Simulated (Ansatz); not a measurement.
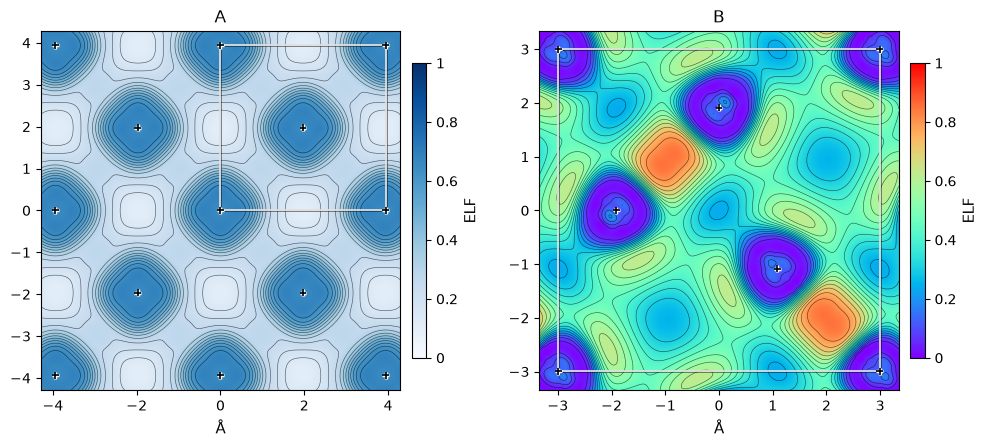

The electron localisation function of 2 systems, each on a plane through atoms (crosses mark nuclei in the plane).

Computed with DFT r2SCAN, scalar-relativistic, plane waves, PAW (Ansatz 0.2.0).

System 1: Pt, the (010) plane of the conventional cell. Space group Fm-3m.

```
Pt
1.0
     3.94022    0.00000    0.00000
     0.00000    3.94022    0.00000
     0.00000    0.00000    3.94022
Pt
4
Direct
  0.00000 0.00000 0.00000
  0.50000 0.50000 0.00000
  0.50000 0.00000 0.50000
  0.00000 0.50000 0.50000
```

System 2: Al2Cu, the (001) plane of the conventional cell. Space group I4/mcm; a structure from a database of computed crystals, not necessarily the ambient phase; computed without spin polarisation.

```
CELL_PARAMETERS angstrom
5.99078 0.00000 0.00000
0.00000 5.99078 0.00000
0.00000 0.00000 4.81216
ATOMIC_POSITIONS crystal
Al 0.15946 0.34054 0.00000
Al 0.65946 0.84054 0.50000
Al 0.65946 0.15946 0.00000
Al 0.15946 0.65946 0.50000
Al 0.34054 0.84054 0.00000
Al 0.84054 0.34054 0.50000
Al 0.34054 0.15946 0.50000
Al 0.84054 0.65946 0.00000
Cu 0.00000 0.00000 0.75000
Cu 0.50000 0.50000 0.25000
Cu 0.00000 0.00000 0.25000
Cu 0.50000 0.50000 0.75000
```

Q: Match each panel to its system.

A: Panel A is system 1, Pt: the plane holds Pt. Pt–Pt (2.79 Å): the ELF is about 0.30 at the midpoint (no shared electron pair shows on this line). Panel B is system 2, Al2Cu: the plane holds Al. Al–Al (2.70 Å): the ELF peaks at about 0.85 between the atoms.
